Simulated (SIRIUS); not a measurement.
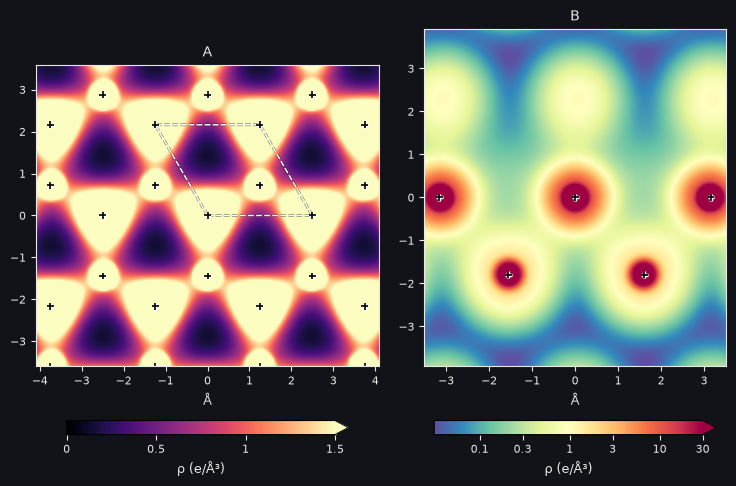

The electron density of 2 systems, each on a plane through atoms (crosses mark nuclei in the plane).

All numbers below come from Kohn-Sham DFT of a periodic cell, PBEsol, all-electron FP-LAPW in SIRIUS 7.12.0.

System 1: MoS2, the (011̄) plane of the conventional cell. Space group P1; not relaxed (largest force 1.2 eV/Å).

```
CELL_PARAMETERS angstrom
-1.58000 -2.73664 0.00000
1.58000 -2.73664 0.00000
0.00000 -1.82443 6.15000
ATOMIC_POSITIONS crystal
Mo 0.99891 0.00535 0.99803
S 0.60618 0.56824 0.25916
S 0.75800 0.75606 0.74625
```

System 2: BN, the (001) plane of the conventional cell. Space group P6₃/mmc.

**Which map belongs to which system?**

Panel A is system 2, BN: the plane holds N and B. B–N (1.44 Å): ρ is about 1.8 e/Å³ halfway. Panel B is system 1, MoS2: the plane holds Mo and S. Mo–S (2.38 Å): ρ at the midpoint is about 0.64 e/Å³.
